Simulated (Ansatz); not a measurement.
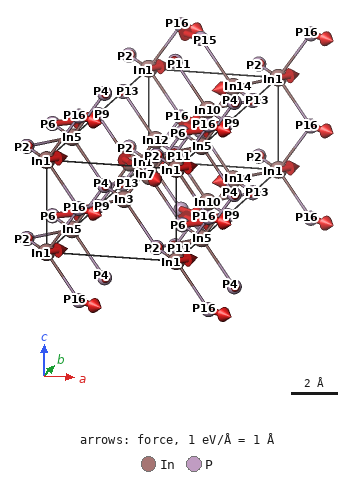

Starting geometry of an interface cell of composition InP with the computed forces as red arrows. A ball-and-stick model of the cell of the calculation, reduced to other axes, seen slightly off an axis. Lengths and directions refer to the drawn axes.

Case: antiphase boundary on (1 1 0), species swapped.

These are results of DFT PBEsol, scalar-relativistic, plane waves, PAW in Ansatz, not measurements.

Input
```yaml
crystal:
  lattice:
    - [4.1565024114, 0.0, 0.0]
    - [0.0, 5.8781820822, 0.0]
    - [0.0, 0.0, 16.6260096455]
  atoms:
    - { symbol: In, position: [0.0, 0.0, 0.0] }
    - { symbol: P, position: [0.0, 0.75, 0.125] }
    - { symbol: In, position: [0.5, 0.5, 0.125] }
    - { symbol: P, position: [0.5, 0.25, 0.25] }
    - { symbol: In, position: [0.0, 0.0, 0.25] }
    - { symbol: P, position: [0.0, 0.75, 0.375] }
    - { symbol: In, position: [0.5, 0.5, 0.375] }
    - { symbol: In, position: [0.5, 0.25, 0.5] }
    - { symbol: P, position: [0.0, 0.0, 0.5] }
    - { symbol: In, position: [0.0, 0.75, 0.625] }
    - { symbol: P, position: [0.5, 0.5, 0.625] }
    - { symbol: In, position: [0.5, 0.25, 0.75] }
    - { symbol: P, position: [0.0, 0.0, 0.75] }
    - { symbol: In, position: [1.0, 0.75, 0.875] }
    - { symbol: P, position: [0.5, 0.5, 0.875] }
    - { symbol: P, position: [0.5, 0.25, 0.0] }
basis:
  ecutwfc: 420
kpoints:
  mp_grid: { grid: [8, 6, 2] }
hamiltonian:
  xc: pbesol
scf:
  occupations: { method: gaussian, width: 0.05 }
output:
  forces: true
  stress: true
  eigenvalues: true
  populations: true
  write_density: true
  write_potential: true
  elf: true
  volumetric_format: npy
relax:
  adjacent_minimum: "off"
  f_tol: 0.02
  max_steps: 45
  cell: { fix: [a, b, alpha, beta, gamma], stress_tol: 0.1 }
```

Command:
```bash
ansatz run input.yaml --threads 2 --pin off --max-ram 5120MiB --backend cpu --events-out ev --progress --plain --runs-dir out
```

> What follows when this structure is relaxed?

It isn't relaxed: the largest force vector, on P atoms, is 1.66 eV/Å. The final displacements follow the starting forces only in part (cosine between the two patterns 0.51). Over 5 accepted moves (6 points after the start) the energy falls by 1.368 eV per cell of the calculation. Largest force component: 1.3 eV/Å at the start, 0.007 eV/Å at the end. The pressure goes from 1.03 to 0.15 GPa. At 1 point the geometry stayed and the basis and grid were re-selected for the new cell (energy shift of less than 0.05 meV per cell of the calculation at most each time). The largest moves relative to the cell, 0.36 Å, are those of In3, In5, In10 and In12. In12 goes roughly along −a. Largest moves by element: In 0.36 Å, P 0.35 Å. The drawn cell changes as follows: a unchanged at 5.878 Å, b 16.626 → 16.616 Å (−0.1 %), c unchanged at 4.157 Å; the volume changes by −0.1 %. Among the contacts that change: P15–P16 2.545 → 2.210 Å, In1–In14 2.545 → 2.752 Å, In12–P15 2.545 → 2.581 Å. Bond angles that change, for instance: In5–P4–In7 109.5° → 103.8°, P4–In5–P6 109.5° → 113.8°, In3–P4–In5 109.5° → 112.8°. Cost: 4.9 min on 2 threads of Intel(R) Xeon(R) Platinum 8488C (Sapphire Rapids), on a shared host, peak memory 1.5 GiB.
